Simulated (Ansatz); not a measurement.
A series of calculations on RbBr

## 1. Relaxation

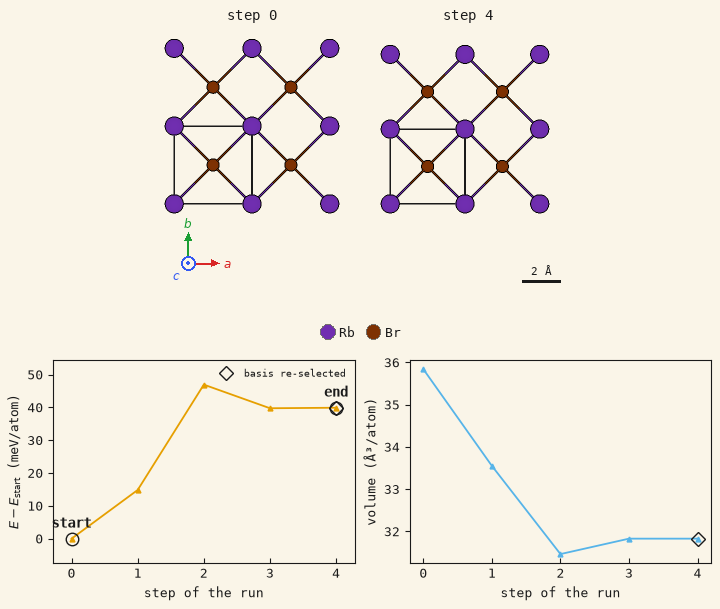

First and last geometry of a relaxation of a crystal of RbBr (set up in Pm-3m), with the history of the run. The picture is a ball-and-stick view of the cell of the calculation, repeated 2 × 2 × 1 with one cell outlined, seen along the c axis.

Case: relaxed at 3 GPa.

The calculation used Ansatz, DFT PBE, scalar-relativistic, plane waves, PAW.

The input:
```yaml
crystal:
  lattice:
    - [4.1540015609, 0.0, 0.0]
    - [0.0, 4.1540015609, 0.0]
    - [0.0, 0.0, 4.1540015609]
  atoms:
    - { symbol: Rb, position: [0.0, 0.0, 0.0] }
    - { symbol: Br, position: [0.5, 0.5, 0.5] }
basis:
  ecutwfc: 420
kpoints:
  mp_grid: { grid: [6, 6, 6] }
hamiltonian:
  xc: pbe
scf:
  occupations: { method: gaussian, width: 0.02 }
output:
  forces: true
  stress: true
  eigenvalues: true
relax:
  adjacent_minimum: "off"
  f_tol: 0.008
  max_steps: 50
  cell: { stress_tol: 0.08, p_target: 3.0 }
```

Run as
```bash
ansatz run input.yaml --threads 1 --pin off --max-ram 1331MiB --backend cpu --events-out ev --progress --plain --runs-dir out
```

Q: Read the history and describe the run.

A: It converged. After 3 accepted moves (4 points after the start) the energy has risen by 39.9 meV per atom. With the target pressure of 3 GPa, the enthalpy E + pV changes by −35.2 meV per atom. All forces vanish by symmetry, so only the cell relaxes. The pressure goes from 0.46 to 3.00 GPa. At 1 point the geometry stayed and the basis and grid were re-selected for the new cell (energy shift of 0.2 meV per atom at most each time). The atoms keep their places relative to the cell (all moves are under 0.005 Å). Cell: a = b = c 4.154 → 3.993 Å (−3.9 %). Volume −11.2 %. Near-neighbour distances that change, for instance: Rb1–Br2 3.597 → 3.458 Å. The space group stays Pm-3m (No. 221).

## 2. Relaxation

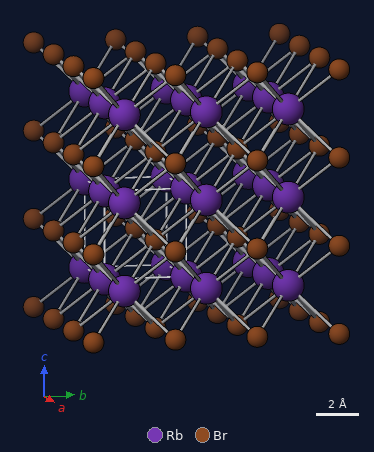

A crystal of RbBr (set up in P4/mmm), before the relaxation. A ball-and-stick model of the cell of the calculation, repeated 2 × 2 × 2 with one cell outlined, seen slightly off an axis.

Case: uniaxial strain along c of +4.5 %; a, b and atoms relaxed.

Level of theory: DFT r2SCAN, scalar-relativistic, plane waves, PAW (Ansatz).

The input:
```yaml
crystal:
  lattice:
    - [4.0796589304, 0.0, 0.0]
    - [0.0, 4.0796589304, 0.0]
    - [0.0, 0.0, 4.3117507785]
  atoms:
    - { symbol: Rb, position: [0.0, 0.0, 0.0] }
    - { symbol: Br, position: [0.5, 0.5, 0.5] }
basis:
  ecutwfc: 500
kpoints:
  mp_grid: { grid: [6, 6, 6] }
hamiltonian:
  xc: r2scan
scf:
  occupations: { method: gaussian, width: 0.02 }
output:
  forces: true
  stress: true
  eigenvalues: true
relax:
  adjacent_minimum: "off"
  f_tol: 0.008
  max_steps: 40
  cell: { stress_tol: 0.015, fix: [c, angles] }
```

Launched with:
```bash
ansatz run input.yaml --threads 1 --pin off --max-ram 1331MiB --backend cpu --events-out ev --progress --plain --runs-dir out
```

Question: Where does the relaxation end?

Answer: After 2 accepted moves (3 points after the start) the energy has fallen by 0.6 meV per cell of the calculation. All forces vanish by symmetry, so only the cell relaxes. Pressure: −0.33 GPa at the start and −0.49 GPa at the end. The SCF was repeated once at an unchanged geometry on a basis and grid sized afresh for the cell, which shifted the energy by 0.1 meV per cell of the calculation at most. The atoms keep their places relative to the cell (all moves are under 0.005 Å). The volume changes by +1.1 %, with a = b 4.080 → 4.102 Å (+0.5 %), c unchanged at 4.312 Å. Among the contacts that change: Rb1–Br2 3.601 → 3.614 Å. The space group stays P4/mmm (No. 123).

Step by step:

```
step  E − E(0), meV/atom  pressure, GPa  volume, Å³/atom                      note
   0                0.00          -0.33           35.882                          
   1               -0.16          -0.40           36.042                          
   2               -0.22          -0.49           36.272                          
   3               -0.28          -0.49           36.272  same geometry, new basis
```

## 3. A change

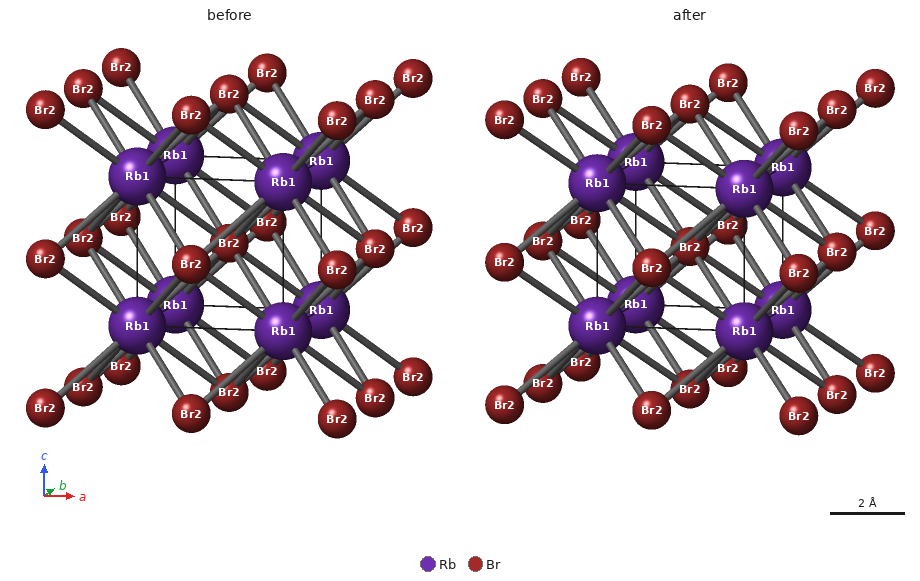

Left: solid RbBr (set up in Pm-3m). Right: the same structure after one change, at the same scale. Style: ball-and-stick. Shown: the cell of the calculation, slightly off an axis.

Computed with DFT r2SCAN, scalar-relativistic, plane waves, PAW in Ansatz. Settings: plane-wave cutoff 500 eV; k-point mesh 6 × 6 × 6; occupations gaussian; smearing width 0.02 eV; no spin polarisation.

**What was changed?**

Uniaxial strain along c, −4.5 %, is applied. The a and b axes and the atoms are relaxed.

**How do the computed properties respond?**

The drawn cell changes as follows: a = b 4.126 → 4.160 Å (+0.8 %), c 4.126 → 3.940 Å (−4.5 %); the volume changes by −2.9 %. The atoms keep their places relative to the cell (all moves are under 0.005 Å). Among the bonded contacts that change: Br–Rb 3.573 → 3.540 Å. The space group (tolerance 0.01 Å) goes from Pm-3m (No. 221) to P4/mmm (No. 123). Energy change: +8.6 meV per atom. Pressure: 0.0 GPa before, 0.6 GPa after. The principal stresses (compression positive) are 1.8 GPa along c and none across it.

## 4. Series

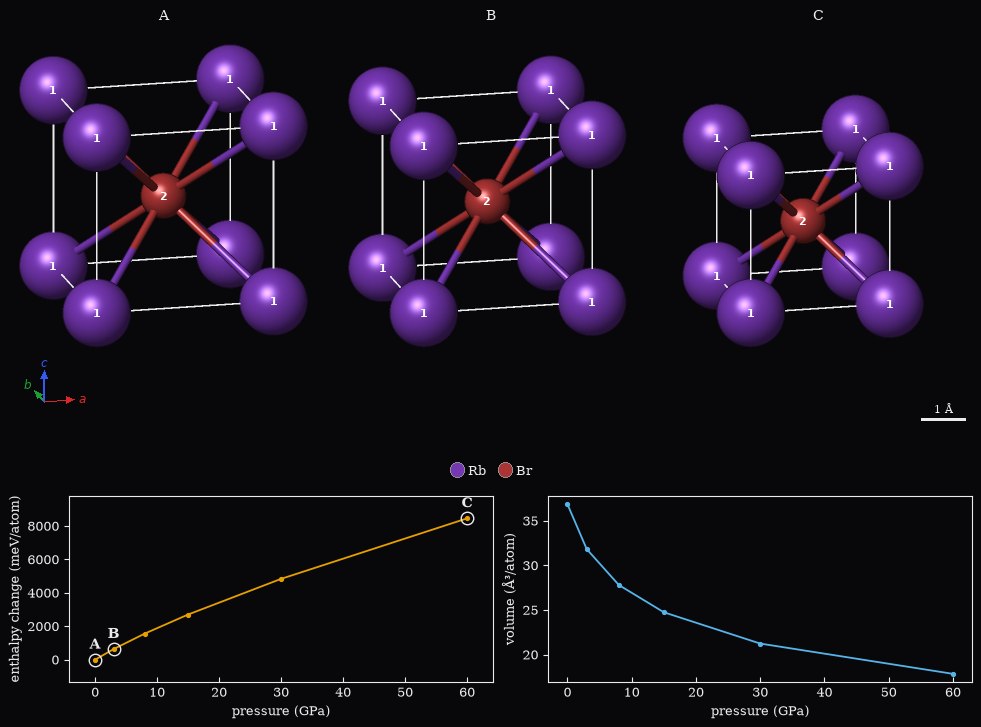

Members of a series of calculations on a crystal of RbBr (set up in Pm-3m), marked on the first curve. The picture is a ball-and-stick view of the cell of the calculation, seen slightly off an axis.

Computed with DFT PBE, scalar-relativistic, plane waves, PAW (Ansatz 0.2.0). (plane-wave cutoff 420 eV; occupations gaussian; smearing width 0.02 eV; no spin polarisation) The k-mesh is chosen for each cell (6×6×6, 8×8×8).

> How does the crystal respond to pressure?

The structure is relaxed at several pressures. A (pressure 0.0 GPa): enthalpy change 0.0 meV/atom, volume 36.86 Å³ per atom. B (pressure 3.0 GPa): enthalpy change 637 meV/atom, volume 31.83 Å³ per atom. C (pressure 60.0 GPa): enthalpy change 8458 meV/atom, volume 17.85 Å³ per atom. The rest compares A with C. The drawn cell changes as follows: a = b = c 4.193 → 3.293 Å (−21.5 %); the volume changes by −51.6 %. Some distances before and after: Br–Rb 3.631 → 2.851 Å.
